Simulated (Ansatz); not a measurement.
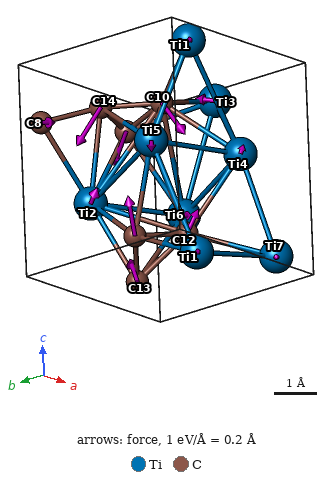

Starting geometry of an amorphous cell of composition TiC (coarse preliminary run) with the computed forces as purple arrows. Style: ball-and-stick. Shown: the cell of the calculation, reduced to other axes, from a free direction. Lengths and directions refer to the drawn axes.

Case: atoms packed at random at 1.00 times the crystal's volume.

Computed with Ansatz, DFT PBE, scalar-relativistic, plane waves, PAW.

Input file:
```yaml
crystal:
  lattice:
    - [5.481398, 0.100159, -0.131408]
    - [0.100159, 5.080591, -0.188215]
    - [-0.131408, -0.188215, 5.123249]
  atoms:
    - { symbol: Ti, position: [0.9982957308, 0.6691960297, 0.1779868277] }
    - { symbol: Ti, position: [0.5844699329, 0.5871796219, 0.918935797] }
    - { symbol: Ti, position: [0.0599741423, 0.0313880859, 0.5656285798] }
    - { symbol: Ti, position: [0.427552666, 0.2361606484, 0.2402006263] }
    - { symbol: Ti, position: [0.4408539687, 0.7449580725, 0.3793952361] }
    - { symbol: Ti, position: [0.5759045537, 0.0963063746, 0.7397731679] }
    - { symbol: Ti, position: [0.9283307007, 0.1669729922, 0.0946928827] }
    - { symbol: C, position: [0.2644275077, 0.9038703705, 0.9495609158] }
    - { symbol: C, position: [0.2133618634, 0.3718466884, 0.8566465032] }
    - { symbol: C, position: [0.1685819626, 0.4630409988, 0.5406726453] }
    - { symbol: C, position: [0.8285858131, 0.6590292557, 0.5810414407] }
    - { symbol: C, position: [0.7780690166, 0.3786956691, 0.4839911409] }
    - { symbol: C, position: [0.9651620472, 0.461006822, 0.7457457127] }
    - { symbol: C, position: [0.1773566425, 0.6526109922, 0.7757720688] }
  symmetry: { detect: false }
basis:
  ecutwfc: 420
kpoints:
  mp_grid: { grid: [3, 3, 3], shift: [0.0, 0.0, 0.0] }
hamiltonian:
  xc: pbe
scf:
  occupations: { method: gaussian, width: 0.1 }
  lower_state_search: "off"
output:
  forces: true
  stress: true
  eigenvalues: true
relax:
  adjacent_minimum: "off"
  f_tol: 0.04
  max_steps: 70
  cell: { stress_tol: 0.3 }
```

Command:
```bash
ansatz run input.yaml --threads 2 --pin off --max-ram 4096MiB --backend cpu --events-out ev --progress --plain --runs-dir out
```

Is this structure relaxed? If not, where do the atoms go?

It isn't relaxed: the largest force vector, on C atoms, is 6.07 eV/Å. The final displacements have little in common with the starting forces (cosine between the two patterns 0.24). The largest move relative to the cell is that of C12, 1.79 Å roughly along [3 −1 1]. Largest moves by element: C 1.79 Å, Ti 1.12 Å. Cell: a 5.085 → 4.979 Å (−2.1 %), b 5.128 → 5.959 Å (+16.2 %), c 5.484 → 5.580 Å (+1.8 %), α 87.1° → 101.6°, β 87.8° → 80.6°, γ 85.7° → 88.0°. Volume +12.1 %. Some distances before and after: C12–C13 1.686 → 4.202 Å, Ti3–Ti5 4.984 → 2.742 Å, C11–C12 1.506 → 3.623 Å, Ti6–C13 2.879 → 4.560 Å. New bonds form: Ti1–C13 (another periodic image) (3.19 → 2.36 Å), Ti1–Ti3 (3.92 → 3.05 Å), Ti1–Ti4 (3.78 → 3.01 Å), Ti2–Ti4 (3.67 → 3.05 Å). Bonds break: C10–C14 (1.49 → 2.46 Å), C11–C12 (1.51 → 3.62 Å), C9–C13 (1.51 → 2.50 Å), Ti1–C13 (2.39 → 3.65 Å). Bond angles that change, for instance: Ti3–C12–Ti5 176.2° → 72.4°, Ti1–C14–C13 73.1° → 147.1°, C9–C14–C13 59.3° → 115.2°. After 32 accepted moves (37 points after the start) the energy has fallen by 15.076 eV per cell of the calculation. Largest force component: 5.2 eV/Å at the start, 0.037 eV/Å at the end. Pressure: 15.19 GPa at the start and −0.03 GPa at the end. The line search rejected the trial steps at points 10, 32, 35 of the run. At 2 points the geometry stayed and the basis and grid were re-selected for the new cell (energy shift of 0.394 eV per cell of the calculation at most each time).

Limits of the set-up: the k-point mesh is coarse for a cell with partly filled bands; the periodic images lie only 5.1 Å apart, so the values are limited by the cell's size.
